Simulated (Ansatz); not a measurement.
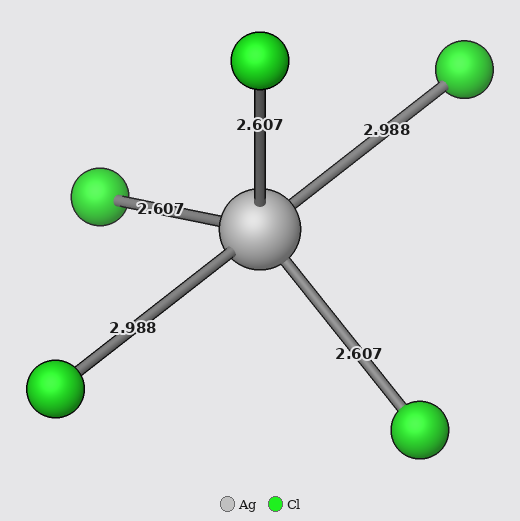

The surroundings of site Ag1 (at 0.333, 0.667, 0.250) in AgCl in space group P6_3/mmc, with bond lengths in Å.

Origin of the cell: the end point of a relaxation with DFT, PBE, plane waves, PAW in Ansatz 0.2.0; the starting structure was generated, so it need not be a known form of this composition.

```
CELL_PARAMETERS angstrom
4.51532 0.00000 0.00000
-2.25766 3.91038 0.00000
0.00000 0.00000 5.97509
ATOMIC_POSITIONS crystal
Ag 0.33333 0.66667 0.25000
Ag 0.66667 0.33333 0.75000
Cl 0.66667 0.33333 0.25000
Cl 0.33333 0.66667 0.75000
```

Bond valence s = exp((R0 − d)/b), R0 fitted to published crystal structures with b = 0.37 Å; R0 in Å: Ag+–Cl 2.090.

### Calculate the bond-valence sum of Ag1 from the bonds drawn.

3 × 0.247 + 2 × 0.088 = 0.92 v.u., against a formal valence of 1: a close match.

### And over the whole structure?

| site | x, y, z | formal valence | bond-valence sum | difference |
| --- | --- | --- | --- | --- |
| Ag1 | 0.333, 0.667, 0.250 | +1 | 0.92 | -0.08 |
| Cl1 | 0.667, 0.333, 0.250 | −1 | 0.92 | -0.08 |

These sums include all anions within 5 Å. The global instability index (root mean square of the differences over all atoms) is 0.08 v.u.: little strain. Cells relaxed with PBE tend to have slightly long bonds, which lowers the sums.
